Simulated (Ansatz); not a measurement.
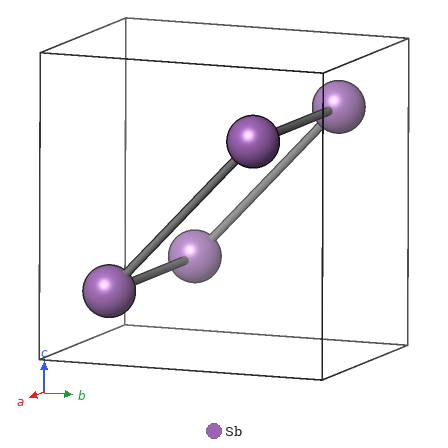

System: Sb, space group P2_1/m (No. 11). The picture shows the conventional cell.

Starting cell:
```
Sb
1.0
     3.12240    0.00000    0.00000
     0.00000    4.34752    0.00000
    -0.03891    0.00000    4.40585
Sb
2
Direct
  0.01139 0.25000 0.24117
  0.98861 0.75000 0.75883
```

Computed with Ansatz 0.2.0: all-electron LAPW DFT, no spin polarisation; energies at scaled volumes of the given cell, shape and fractions fixed, counted from the fit's minimum, third-order Birch-Murnaghan fit. Level: PBEsol.

```
         setting                                   value
          k mesh                                   9×6×6
     occupations                             Fermi–Dirac
  smearing width                                 0.05 eV
      potentials  all electron LAPW, scalar relativistic
program settings               basis error eV/atom 0.001
```

Describe the result: the energy and pressure against volume. The volume takes the values 28.11, 28.71, 29.31, 29.90, 30.50, 31.10, 31.70 Å³/atom.

A third-order Birch–Murnaghan fit gives V0 = 28.74 Å³/atom, B0 = 60.7 GPa and B′ = 4.6. The energy is 2.71 meV/atom at volume 28.11 Å³/atom and 48.12 meV/atom at 31.70 Å³/atom; the lowest computed point is at volume 28.71 Å³/atom (0.00 meV/atom), and no other minimum shows. The pressure falls from 1.42 GPa at volume 28.11 Å³/atom to −4.75 GPa at 31.70 Å³/atom, and changes sign near 28.74 Å³/atom.

```
volume (Å³/atom)  energy (meV/atom)  pressure (GPa)
           28.11               2.71            1.42
           28.71               0.00            0.07
           29.31               2.05           -1.14
           29.90               8.33           -2.20
           30.50              18.36           -3.15
           31.10              31.75           -4.00
           31.70              48.12           -4.75
```

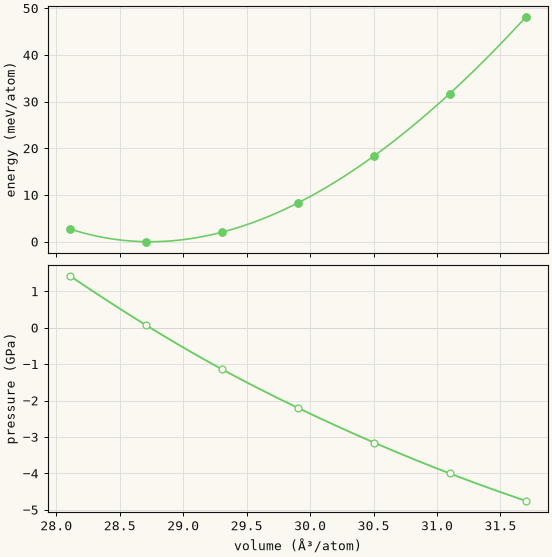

Note: shape and atomic fractions are frozen while scaling, which makes layered, chain and framework solids too stiff.
